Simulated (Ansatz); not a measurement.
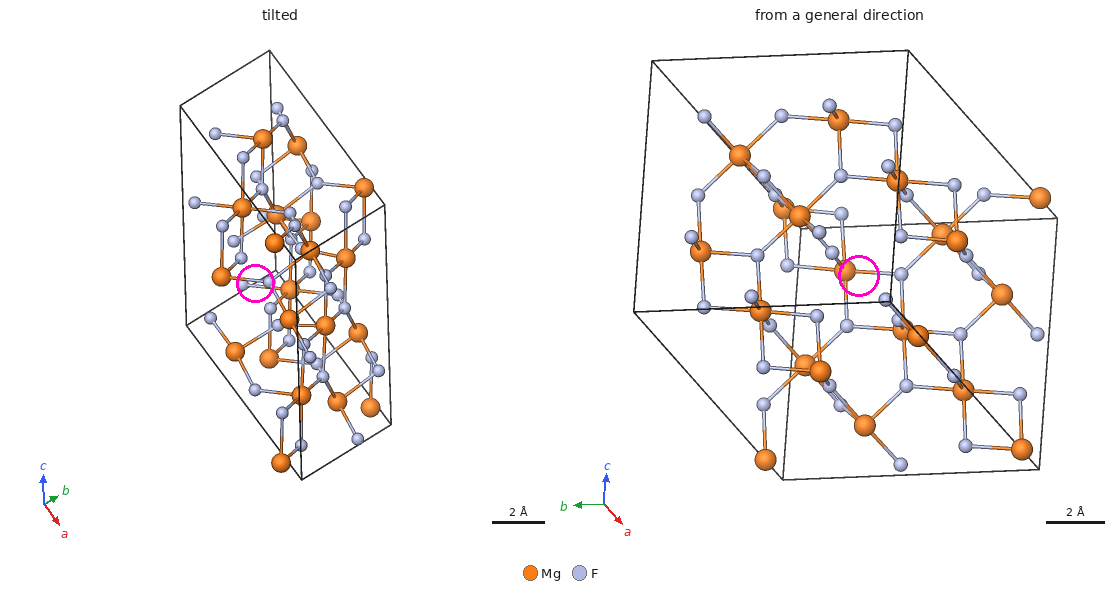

The crystal in a ball-and-stick representation, seen slightly off an axis and from a general direction. Lines trace the edges of the supercell. The host is MgF$_{2}$, in a cell of 48 sites, and the cell carries a charge of +1. A ring marks the defect's site.

Spot the defect.

A magnesium vacancy. Around the empty site lie six F at about 2.0 to 2.2 Å.

Run with Ansatz 0.2.0, DFT PBE, scalar-relativistic, plane waves, PAW and these settings: E_cut = 420 eV, the zone sampled with 2×2×2 points, Gaussian smearing of 0.01 eV, collinear spins.

Does the defect carry a magnetic moment?

Yes, 3.0 μB in the cell.

The atoms were relaxed in the host's cell with DFT PBE, scalar-relativistic, plane waves, PAW (Ansatz 0.2.0).
